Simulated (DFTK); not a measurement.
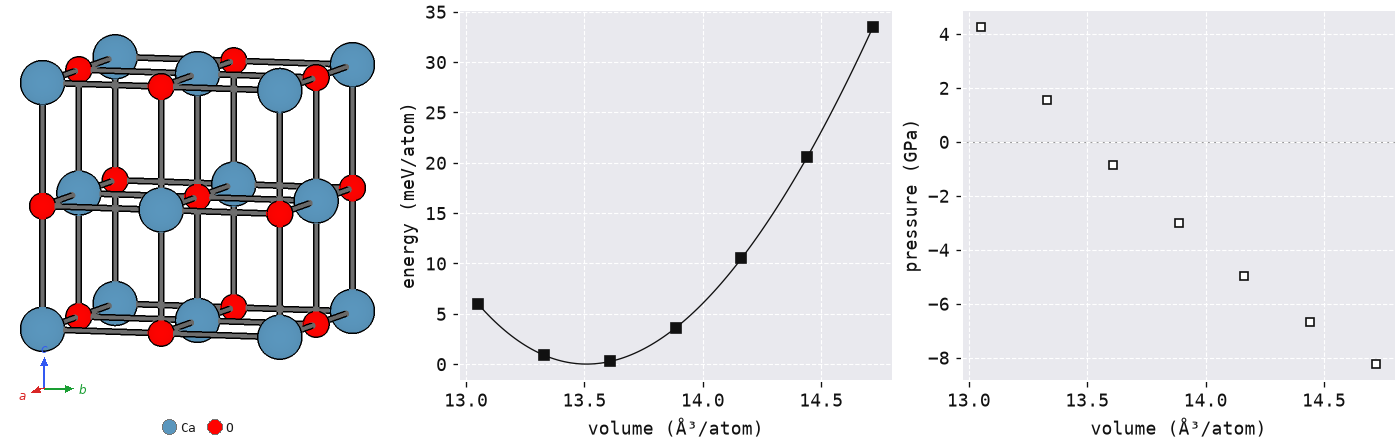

Energy and pressure against volume for CaO, space group Fm-3m (No. 225). The conventional cell is drawn beside the plot.

A third-order Birch–Murnaghan fit gives V0 = 13.51 Å³/atom, B0 = 116 GPa and B′ = 4.4. The energy is 5.93 meV/atom at volume 13.05 Å³/atom and 33.49 meV/atom at 14.72 Å³/atom; the lowest computed point is at volume 13.61 Å³/atom (0.26 meV/atom), in a single well. The pressure falls from 4.26 GPa at volume 13.05 Å³/atom to −8.24 GPa at 14.72 Å³/atom, and changes sign near 13.51 Å³/atom.

Method: plane-wave DFT, no spin polarisation; energies at scaled volumes of the given cell, shape and fractions fixed, counted from the fit's minimum, third-order Birch-Murnaghan fit (DFTK 0.8.2). Level: PBEsol.

k mesh 10×10×10; occupations Fermi–Dirac; smearing width 0.05 eV; potentials dojo.nc.sr.pbesol.v0_4_1.standard; wave cutoff 1143 eV.

Cell as given: a = 3.399 Å, b = 3.399 Å, c = 3.399 Å, α = 60.00°, β = 60.00°, γ = 60.00°; 2 atoms.
